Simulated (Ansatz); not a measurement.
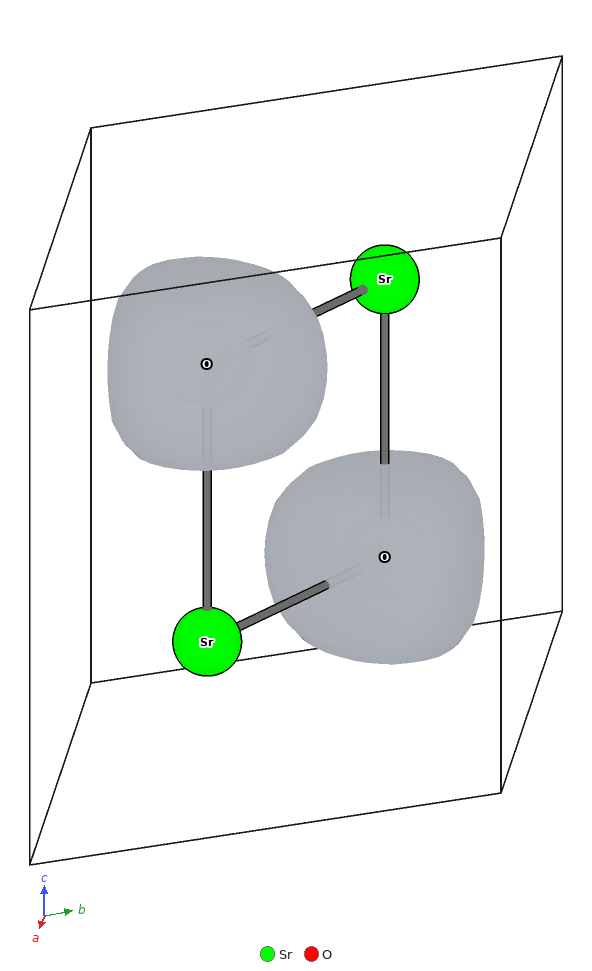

SrO. Isosurface of the ELF at 0.7 (grey), seen at an oblique angle. Core shells and regions of very low density are left out. Sticks mark near contacts.

Space group P6₃/mmc; a structure from a database of computed crystals, not necessarily the ambient phase; started from the database structure prototype, which need not be the ambient phase; changed on purpose from its base cell (uniaxial z strain -3.7%); computed pressure about 3 GPa in this cell.

These are results of DFT, HSE06, plane waves, PAW in Ansatz 0.2.0, not measurements.

In a PAW calculation such maps are meaningful between the atoms, not at the nuclei.

```
CELL_PARAMETERS angstrom
4.27002 0.00000 0.00000
-2.13501 3.69795 0.00000
0.00000 0.00000 4.95258
ATOMIC_POSITIONS crystal
Sr 0.33333 0.66667 0.75000
Sr 0.66667 0.33333 0.25000
O 0.33333 0.66667 0.25000
O 0.66667 0.33333 0.75000
```

### What do the ELF domains correspond to?

The ELF exceeds this value in two regions wrapped around O (the valence shell of each), counted in one cell of 4 atoms. Any copies at cell faces, edges or corners count once.

Values along the shortest contacts:
Sr–O (2.47 Å): the ELF is about 0.10 at the midpoint (an ionic contact with no shared pair).
